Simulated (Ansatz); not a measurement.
Geometry relaxation, with input and output: Ni (part 3 of 4)

Ni (13 atoms in the cell); DFT PBE, scalar-relativistic, plane waves, PAW, spin-polarised (Ansatz 0.2.0); cutoff 420 eV, 1×1×9 k-mesh, Gaussian smearing of 0.05 eV, collinear spins. The structure derives from an entry of the Crystallography Open Database. It belongs to a series of runs on one base structure; here: wire along [1 1 1], 13 atoms a period.

Geometry of the input (Å; fractional positions):
```
13.3000  0.0000  0.0000
0.0000  14.3000  0.0000
0.0000  0.0000  6.0942
Ni 0.5000  0.5000  0.0000
Ni 0.5000  0.3260  0.0000
Ni 0.5000  0.6740  0.0000
Ni 0.3920  0.5000  0.3333
Ni 0.6080  0.5000  0.6667
Ni 0.3380  0.4130  0.0000
Ni 0.6620  0.5870  0.0000
Ni 0.5540  0.4130  0.3333
Ni 0.4460  0.5870  0.6667
Ni 0.3380  0.5870  0.0000
Ni 0.6620  0.4130  0.0000
Ni 0.5540  0.5870  0.3333
Ni 0.4460  0.4130  0.6667
```

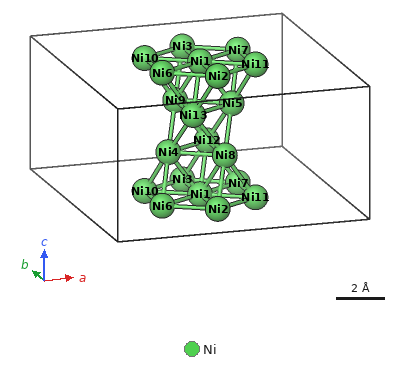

Figure 1. The geometry at step 4 of the log (ball-and-stick view of the cell of the calculation, with the vacuum cut short, seen slightly off an axis; atoms are numbered from 1 in the order of the input).

Output, continued
```
  k-point 0 ↑: bands = ["-104.9173", "-104.6038", "-104.5857", "-104.5857", "-104.5792", "-104.5733", "-104.5733", "-104.1825", "-104.1779", "-104.1772", "-104.1674", "-104.1668", "-104.1619", "-65.4469", "-65.2812", "-65.2804", "-65.2425", "-65.1796", "-65.1794", "-65.1247", "-65.1246", "-65.0873", "-65.0272", "-65.0061", "-64.9406", "-64.9405", "-64.9369", "-64.9368", "-64.8432", "-64.8431", "-64.8304", "-64.8184", "-64.8183", "-64.7824", "-64.7305", "-64.7210", "-64.7163", "-64.7158", "-64.7121", "-64.7114", "-64.6681", "-64.6599", "-64.6596", "-64.6278", "-64.6273", "-64.6090", "-64.4209", "-64.4101", "-64.4094", "-64.3847", "-64.3839", "-64.3697", "-8.3459", "-5.8235", "-5.8231", "-5.7719", "-5.2530", "-5.2444", "-5.2442", "-5.0385", "-5.0380", "-4.9676", "-4.4555", "-4.2089", "-4.2087", "-4.1747", "-4.1747", "-4.1029", "-3.9629", "-3.8987", "-3.7580", "-3.7575", "-3.7515", "-3.6983", "-3.4797", "-3.4792", "-3.4445", "-3.3983", "-3.3975", "-3.3685", "-3.3680", "-3.2369", "-3.2361", "-3.1663", "-3.1654", "-2.9965", "-2.9012", "-2.9000", "-2.8286", "-2.8253", "-2.7201", "-2.7200", "-2.7154", "-2.5310", "-2.5308", "-2.5061", "-2.5060", "-2.2920", "-2.2919", "-2.1873", "-2.1869", "-2.1190", "-2.1124", "-2.1123", "-2.1105", "-2.1103", "-2.0874", "-2.0293", "-2.0259", "-2.0258", "-2.0256", "-1.9310", "-1.9309", "-1.8488", "-1.8487", "-1.7918", "-1.7581", "-1.7580", "-1.7039", "-1.5457", "-1.4177", "-0.9647", "-0.9360", "-0.9313", "-0.3310", "1.1435", "1.1484", "1.2852", "1.2863", "1.3172", "1.5782", "1.6358", "1.6424", "2.6419", "2.8961", "3.4325", "3.5269", "3.5708", "3.6887", "3.6925", "3.7378", "3.7490", "3.9407", "3.9618", "4.0797", "4.2067", "4.4659"]
  k-point 1 ↑: bands = ["-104.9173", "-104.6038", "-104.5857", "-104.5857", "-104.5792", "-104.5734", "-104.5733", "-104.1825", "-104.1779", "-104.1772", "-104.1674", "-104.1668", "-104.1619", "-65.4473", "-65.2806", "-65.2799", "-65.2419", "-65.1819", "-65.1817", "-65.1226", "-65.1225", "-65.0879", "-65.0262", "-65.0065", "-64.9410", "-64.9409", "-64.9367", "-64.9366", "-64.8434", "-64.8433", "-64.8308", "-64.8185", "-64.8184", "-64.7819", "-64.7304", "-64.7212", "-64.7165", "-64.7160", "-64.7121", "-64.7114", "-64.6679", "-64.6598", "-64.6595", "-64.6277", "-64.6273", "-64.6092", "-64.4210", "-64.4100", "-64.4093", "-64.3846", "-64.3839", "-64.3697", "-8.2956", "-5.8737", "-5.8039", "-5.8034", "-5.2798", "-5.2530", "-5.2528", "-5.0348", "-5.0344", "-4.9322", "-4.4814", "-4.2607", "-4.2604", "-4.1239", "-4.1239", "-4.0982", "-3.9847", "-3.8839", "-3.7950", "-3.7926", "-3.7921", "-3.6734", "-3.5318", "-3.5313", "-3.4362", "-3.4164", "-3.4157", "-3.3286", "-3.3278", "-3.1843", "-3.1836", "-3.1415", "-3.1407", "-3.0333", "-2.9712", "-2.8881", "-2.8871", "-2.7309", "-2.7306", "-2.6779", "-2.5866", "-2.5482", "-2.5480", "-2.5021", "-2.5020", "-2.2832", "-2.2831", "-2.1770", "-2.1770", "-2.1629", "-2.1102", "-2.1101", "-2.0945", "-2.0815", "-2.0813", "-2.0712", "-2.0287", "-2.0243", "-2.0242", "-1.9263", "-1.9262", "-1.8470", "-1.8468", "-1.8050", "-1.7656", "-1.7655", "-1.7432", "-1.6044", "-1.4803", "-0.9148", "-0.9101", "-0.7870", "-0.0816", "0.4144", "0.4148", "1.3277", "1.4849", "1.5227", "1.6435", "2.1810", "2.1822", "2.6858", "2.8770", "2.9727", "2.9876", "3.1130", "3.6103", "3.6458", "3.7630", "3.7741", "4.2349", "4.3314", "4.6196", "4.6873", "4.6955"]
  k-point 2 ↑: bands = ["-104.9173", "-104.6038", "-104.5857", "-104.5857", "-104.5792", "-104.5734", "-104.5734", "-104.1825", "-104.1779", "-104.1772", "-104.1674", "-104.1668", "-104.1619", "-65.4484", "-65.2792", "-65.2784", "-65.2404", "-65.1873", "-65.1871", "-65.1178", "-65.1177", "-65.0892", "-65.0235", "-65.0079", "-64.9418", "-64.9417", "-64.9362", "-64.9361", "-64.8439", "-64.8438", "-64.8318", "-64.8188", "-64.8187", "-64.7808", "-64.7301", "-64.7219", "-64.7169", "-64.7164", "-64.7120", "-64.7113", "-64.6676", "-64.6594", "-64.6592", "-64.6276", "-64.6272", "-64.6096", "-64.4212", "-64.4100", "-64.4093", "-64.3846", "-64.3838", "-64.3698", "-8.1486", "-6.1615", "-5.7475", "-5.7471", "-5.3071", "-5.2851", "-5.2850", "-5.0227", "-5.0223", "-4.8615", "-4.5185", "-4.3091", "-4.3089", "-4.1969", "-4.0779", "-4.0778", "-3.9706", "-3.8783", "-3.8778", "-3.8615", "-3.8429", "-3.5975", "-3.5971", "-3.5834", "-3.4847", "-3.3953", "-3.3945", "-3.3229", "-3.3219", "-3.1298", "-3.1293", "-3.1024", "-3.0444", "-3.0435", "-3.0158", "-2.8493", "-2.8487", "-2.7428", "-2.7422", "-2.5675", "-2.5673", "-2.5341", "-2.4984", "-2.4984", "-2.3960", "-2.2974", "-2.2974", "-2.2372", "-2.2315", "-2.1555", "-2.1551", "-2.0950", "-2.0947", "-2.0705", "-2.0482", "-2.0480", "-2.0250", "-1.9728", "-1.9725", "-1.9140", "-1.9139", "-1.8578", "-1.8441", "-1.8439", "-1.7846", "-1.7846", "-1.7640", "-1.7581", "-1.3763", "-0.8473", "-0.8430", "-0.6154", "-0.2926", "-0.2923", "0.4650", "1.4096", "1.5075", "1.5363", "1.7354", "2.1064", "2.1091", "2.3493", "2.8646", "3.0201", "3.2603", "3.4579", "3.8025", "3.8326", "3.8654", "3.8670", "4.3481", "4.5009", "4.7079", "4.8228", "4.8341"]
  k-point 4 ↓: bands = ["-104.5364", "-103.7147", "-103.6959", "-103.6958", "-103.6894", "-103.6834", "-103.6833", "-103.3507", "-103.3458", "-103.3453", "-103.3351", "-103.3347", "-103.3296", "-64.9981", "-64.9979", "-64.8530", "-64.3490", "-64.2951", "-64.2950", "-64.2094", "-64.2093", "-64.1830", "-64.1122", "-64.1082", "-64.0806", "-64.0805", "-64.0512", "-64.0512", "-64.0472", "-64.0155", "-64.0154", "-64.0113", "-64.0113", "-63.9890", "-63.8835", "-63.8680", "-63.8676", "-63.8606", "-63.8527", "-63.8524", "-63.8025", "-63.8023", "-63.7989", "-63.7936", "-63.7934", "-63.7846", "-63.6966", "-63.6810", "-63.6805", "-63.6466", "-63.6461", "-63.6269", "-7.6833", "-6.8778", "-5.3364", "-5.3360", "-5.1815", "-5.1814", "-4.7085", "-4.6897", "-4.6895", "-4.3577", "-4.1744", "-3.8030", "-3.8030", "-3.7046", "-3.6170", "-3.6037", "-3.6034", "-3.4509", "-3.4503", "-3.1598", "-3.0696", "-3.0691", "-3.0247", "-2.9811", "-2.8114", "-2.8111", "-2.6618", "-2.6607", "-2.6217", "-2.5920", "-2.4438", "-2.4435", "-2.4341", "-2.3863", "-2.3860", "-2.1805", "-2.1802", "-2.0529", "-2.0522", "-1.9155", "-1.9154", "-1.8643", "-1.8641", "-1.7749", "-1.7230", "-1.7230", "-1.6547", "-1.6448", "-1.5938", "-1.5640", "-1.5636", "-1.4802", "-1.4238", "-1.4238", "-1.3592", "-1.3589", "-1.3040", "-1.2527", "-1.2523", "-1.2298", "-1.2289", "-1.0705", "-1.0577", "-1.0191", "-1.0190", "-1.0052", "-1.0052", "-0.9015", "-0.7256", "-0.7254", "-0.3698", "-0.3562", "-0.3518", "0.0088", "0.3704", "0.9938", "0.9965", "1.9449", "1.9878", "2.0153", "2.1624", "2.5832", "3.4482", "3.5805", "3.6956", "3.8977", "3.9024", "3.9303", "4.1079", "4.1510", "4.3342", "4.4943", "4.6152", "4.6881", "4.7632"]
--- Relaxed structure (5 steps of the walk, 5 accepted, 1 SCFs on fresh bases) ---
  F+E_penalty+E_count = -75899.05265798 eV   max|allowed force component| = 1.288e-3 eV/Å   (the final SCF, on the basis selected at the relaxed cell)
  cell:  # Å, volume = 1102.0811 Å³
    - [13.3, -4.378093487106596e-127, 9.882402603173205e-80]
    - [-4.707273448543182e-127, 14.3, 2.557367330894351e-113]
    - [4.528205104127568e-80, 1.0898638901253219e-113, 5.794632236422023]
  atoms:
    - { symbol: Ni, position: [0.5, 0.5000000000000001, -2.189634944856525e-20] }
    - { symbol: Ni, position: [0.5, 0.3341162610154265, -2.189634944856487e-20] }
    - { symbol: Ni, position: [0.5, 0.6658837389845736, -2.189634944856538e-20] }
    - { symbol: Ni, position: [0.39500891643054953, 0.5000000000000001, 0.3378048269785733] }
    - { symbol: Ni, position: [0.6049910835694504, 0.5000000000000001, 0.6621951730214267] }
    - { symbol: Ni, position: [0.34556147427541906, 0.41704844257932133, 3.104058923608662e-5] }
    - { symbol: Ni, position: [0.654438525724581, 0.5829515574206787, -3.104058923608667e-5] }
    - { symbol: Ni, position: [0.552496933764654, 0.4154280144524318, 0.3377923350246111] }
    - { symbol: Ni, position: [0.447503066235346, 0.5845719855475682, 0.6622076649753891] }
    - { symbol: Ni, position: [0.34556147427541906, 0.5829515574206787, 3.104058923608662e-5] }
    - { symbol: Ni, position: [0.654438525724581, 0.41704844257932133, -3.104058923608667e-5] }
    - { symbol: Ni, position: [0.552496933764654, 0.5845719855475682, 0.3377923350246111] }
    - { symbol: Ni, position: [0.447503066235346, 0.4154280144524318, 0.6622076649753891] }
--- Löwdin populations: 13 sites ---
  site symbol       q [e]    m [muB]
     0     Ni     17.7308     0.2898
     1     Ni     17.8392     0.6707
     2     Ni     17.8392     0.6707
     3     Ni     17.8067     0.7047
     4     Ni     17.8067     0.7047
     5     Ni     17.8395     0.6704
     6     Ni     17.8395     0.6704
     7     Ni     17.8068     0.7050
     8     Ni     17.8068     0.7050
     9     Ni     17.8395     0.6704
    10     Ni     17.8395     0.6704
    11     Ni     17.8068     0.7050
    12     Ni     17.8068     0.7050
  spilling = 0.010223 (of n_electrons = 234.000000)
```

File populations.tsv
```
# site	symbol	l	j	q_up	q_dn
# orbitals = lowdin
# n_electrons = 234.000000
# spilling = 0.010223
0	Ni	0_3S	-	0.997509	0.997562
0	Ni	0_4S	-	0.434016	0.457156
0	Ni	1_3P	-	2.999464	2.999435
0	Ni	2_3D	-	4.579339	4.266341
1	Ni	0_3S	-	0.998965	0.999001
1	Ni	0_4S	-	0.437544	0.468155
1	Ni	1_3P	-	2.998489	2.998324
1	Ni	2_3D	-	4.819974	4.118794
2	Ni	0_3S	-	0.998965	0.999001
2	Ni	0_4S	-	0.437544	0.468155
2	Ni	1_3P	-	2.998489	2.998324
2	Ni	2_3D	-	4.819974	4.118794
3	Ni	0_3S	-	0.998336	0.998387
3	Ni	0_4S	-	0.461000	0.483666
3	Ni	1_3P	-	2.998808	2.998780
3	Ni	2_3D	-	4.797578	4.070178
4	Ni	0_3S	-	0.998336	0.998387
4	Ni	0_4S	-	0.461000	0.483666
4	Ni	1_3P	-	2.998808	2.998780
4	Ni	2_3D	-	4.797578	4.070178
5	Ni	0_3S	-	0.998966	0.999001
5	Ni	0_4S	-	0.437600	0.468119
5	Ni	1_3P	-	2.998489	2.998325
5	Ni	2_3D	-	4.819894	4.119067
6	Ni	0_3S	-	0.998966	0.999001
6	Ni	0_4S	-	0.437600	0.468119
6	Ni	1_3P	-	2.998489	2.998325
6	Ni	2_3D	-	4.819894	4.119067
7	Ni	0_3S	-	0.998336	0.998387
7	Ni	0_4S	-	0.461119	0.483658
7	Ni	1_3P	-	2.998808	2.998780
7	Ni	2_3D	-	4.797629	4.070110
8	Ni	0_3S	-	0.998336	0.998387
8	Ni	0_4S	-	0.461119	0.483658
8	Ni	1_3P	-	2.998808	2.998780
8	Ni	2_3D	-	4.797629	4.070110
9	Ni	0_3S	-	0.998966	0.999001
9	Ni	0_4S	-	0.437600	0.468119
9	Ni	1_3P	-	2.998489	2.998325
9	Ni	2_3D	-	4.819894	4.119067
10	Ni	0_3S	-	0.998966	0.999001
10	Ni	0_4S	-	0.437600	0.468119
10	Ni	1_3P	-	2.998489	2.998325
10	Ni	2_3D	-	4.819894	4.119067
11	Ni	0_3S	-	0.998336	0.998387
11	Ni	0_4S	-	0.461119	0.483658
11	Ni	1_3P	-	2.998808	2.998780
11	Ni	2_3D	-	4.797629	4.070110
12	Ni	0_3S	-	0.998336	0.998387
12	Ni	0_4S	-	0.461119	0.483658
12	Ni	1_3P	-	2.998808	2.998780
12	Ni	2_3D	-	4.797629	4.070110
```

Trajectory as extended XYZ (Å, eV, eV/Å), 6 frames, from step=1 to step=6
```
13
Lattice="13.3000 0.0000 0.0000 0.0000 14.3000 0.0000 0.0000 0.0000 6.0942" Properties=species:S:1:pos:R:3:forces:R:3 step=1 energy=-75898.08138 pressure_GPa=-1.81
Ni    6.6500    7.1500    0.0000    0.0000   0.0000   0.0000
Ni    6.6500    4.6621    0.0000    0.0000   1.2258   0.0000
Ni    6.6500    9.6379    0.0000    0.0000  -1.2258   0.0000
Ni    5.2136    7.1500    2.0314    0.6419   0.0000   0.0616
Ni    8.0864    7.1500    4.0628   -0.6419   0.0000  -0.0616
Ni    4.4954    5.9060    0.0000    1.0618   0.6115   0.0000
Ni    8.8046    8.3940    0.0000   -1.0618  -0.6115   0.0000
Ni    7.3682    5.9060    2.0314   -0.3208   0.5556   0.0616
Ni    5.9318    8.3940    4.0628    0.3208  -0.5556  -0.0616
Ni    4.4954    8.3940    0.0000    1.0618  -0.6115   0.0000
Ni    8.8046    5.9060    0.0000   -1.0618   0.6115   0.0000
Ni    7.3682    8.3940    2.0314   -0.3208  -0.5556   0.0616
Ni    5.9318    5.9060    4.0628    0.3208   0.5556  -0.0616
13
Lattice="13.3000 0.0000 0.0000 0.0000 14.3000 0.0000 0.0000 0.0000 5.9644" Properties=species:S:1:pos:R:3:forces:R:3 step=2 energy=-75898.81745 pressure_GPa=-0.97
Ni    6.6500    7.1500    0.0000    0.0000   0.0000   0.0000
Ni    6.6500    4.7319    0.0000    0.0000   0.6145   0.0000
Ni    6.6500    9.5681    0.0000    0.0000  -0.6145   0.0000
Ni    5.2382    7.1500    2.0022    0.3362   0.0000   0.0478
Ni    8.0618    7.1500    3.9622   -0.3362   0.0000  -0.0478
Ni    4.5559    5.9409    0.0000    0.5324   0.3063   0.0001
Ni    8.7441    8.3591    0.0000   -0.5324  -0.3063  -0.0001
Ni    7.3559    5.9273    2.0022   -0.1680   0.2910   0.0478
Ni    5.9441    8.3727    3.9622    0.1680  -0.2910  -0.0478
Ni    4.5559    8.3591    0.0000    0.5324  -0.3063   0.0001
Ni    8.7441    5.9409    0.0000   -0.5324   0.3063  -0.0001
Ni    7.3559    8.3727    2.0022   -0.1680  -0.2910   0.0478
Ni    5.9441    5.9273    3.9622    0.1680   0.2910  -0.0478
13
Lattice="13.3000 0.0000 0.0000 0.0000 14.3000 0.0000 0.0000 0.0000 5.7716" Properties=species:S:1:pos:R:3:forces:R:3 step=3 energy=-75899.02998 pressure_GPa=0.35
Ni    6.6500    7.1500    0.0000    0.0000   0.0000   0.0000
Ni    6.6500    4.8007    0.0000    0.0000  -0.2620   0.0000
Ni    6.6500    9.4993    0.0000    0.0000   0.2620   0.0000
Ni    5.2626    7.1500    1.9563   -0.1569   0.0000  -0.0868
Ni    8.0374    7.1500    3.8153    0.1569   0.0000   0.0868
Ni    4.6157    5.9752    0.0001   -0.2266  -0.1303   0.0003
Ni    8.6843    8.3248   -0.0001    0.2266   0.1303  -0.0003
Ni    7.3437    5.9484    1.9563    0.0784  -0.1356  -0.0866
Ni    5.9563    8.3516    3.8153   -0.0784   0.1356   0.0866
Ni    4.6157    8.3248    0.0001   -0.2266   0.1303   0.0003
Ni    8.6843    5.9752   -0.0001    0.2266  -0.1303  -0.0003
Ni    7.3437    8.3516    1.9563    0.0784   0.1356  -0.0866
Ni    5.9563    5.9484    3.8153   -0.0784  -0.1356   0.0866
13
Lattice="13.3000 0.0000 0.0000 0.0000 14.3000 0.0000 0.0000 0.0000 5.7983" Properties=species:S:1:pos:R:3:forces:R:3 step=4 energy=-75899.05642 pressure_GPa=-0.07
Ni    6.6500    7.1500    0.0000    0.0000   0.0000   0.0000
Ni    6.6500    4.7730    0.0000    0.0000   0.0568   0.0000
Ni    6.6500    9.5270    0.0000    0.0000  -0.0568   0.0000
Ni    5.2524    7.1500    1.9579    0.0198   0.0000   0.0029
Ni    8.0476    7.1500    3.8405   -0.0198   0.0000  -0.0029
Ni    4.5917    5.9614    0.0002    0.0491   0.0282   0.0001
Ni    8.7083    8.3386   -0.0002   -0.0491  -0.0282  -0.0001
Ni    7.3488    5.9396    1.9578   -0.0099   0.0170   0.0029
Ni    5.9512    8.3604    3.8405    0.0099  -0.0170  -0.0029
Ni    4.5917    8.3386    0.0002    0.0491  -0.0282   0.0001
Ni    8.7083    5.9614   -0.0002   -0.0491   0.0282  -0.0001
Ni    7.3488    8.3604    1.9578   -0.0099  -0.0170   0.0029
Ni    5.9512    5.9396    3.8405    0.0099   0.0170  -0.0029
13
Lattice="13.3000 0.0000 0.0000 0.0000 14.3000 0.0000 0.0000 0.0000 5.7946" Properties=species:S:1:pos:R:3:forces:R:3 step=5 energy=-75899.05754 pressure_GPa=-0.00
Ni    6.6500    7.1500    0.0000    0.0000   0.0000   0.0000
Ni    6.6500    4.7779    0.0000    0.0000   0.0016   0.0000
Ni    6.6500    9.5221    0.0000    0.0000  -0.0016   0.0000
Ni    5.2536    7.1500    1.9575    0.0012   0.0000  -0.0012
Ni    8.0464    7.1500    3.8372   -0.0012   0.0000   0.0012
Ni    4.5960    5.9638    0.0002    0.0015   0.0008   0.0000
Ni    8.7040    8.3362   -0.0002   -0.0015  -0.0008   0.0000
Ni    7.3482    5.9406    1.9574   -0.0006   0.0010  -0.0012
Ni    5.9518    8.3594    3.8373    0.0006  -0.0010   0.0012
Ni    4.5960    8.3362    0.0002    0.0015  -0.0008   0.0000
Ni    8.7040    5.9638   -0.0002   -0.0015   0.0008   0.0000
Ni    7.3482    8.3594    1.9574   -0.0006  -0.0010  -0.0012
Ni    5.9518    5.9406    3.8373    0.0006   0.0010   0.0012
13
Lattice="13.3000 0.0000 0.0000 0.0000 14.3000 0.0000 0.0000 0.0000 5.7946" Properties=species:S:1:pos:R:3:forces:R:3 step=6 energy=-75899.05266 pressure_GPa=0.00
Ni    6.6500    7.1500    0.0000    0.0000   0.0000   0.0000
Ni    6.6500    4.7779    0.0000    0.0000   0.0013   0.0000
Ni    6.6500    9.5221    0.0000    0.0000  -0.0013   0.0000
Ni    5.2536    7.1500    1.9575    0.0009   0.0000  -0.0009
Ni    8.0464    7.1500    3.8372   -0.0009   0.0000   0.0009
Ni    4.5960    5.9638    0.0002    0.0011   0.0006   0.0000
Ni    8.7040    8.3362   -0.0002   -0.0011  -0.0006   0.0000
Ni    7.3482    5.9406    1.9574   -0.0004   0.0008  -0.0009
Ni    5.9518    8.3594    3.8373    0.0004  -0.0008   0.0009
Ni    4.5960    8.3362    0.0002    0.0011  -0.0006   0.0000
Ni    8.7040    5.9638   -0.0002   -0.0011   0.0006   0.0000
Ni    7.3482    8.3594    1.9574   -0.0004  -0.0008  -0.0009
Ni    5.9518    5.9406    3.8373    0.0004   0.0008   0.0009
```
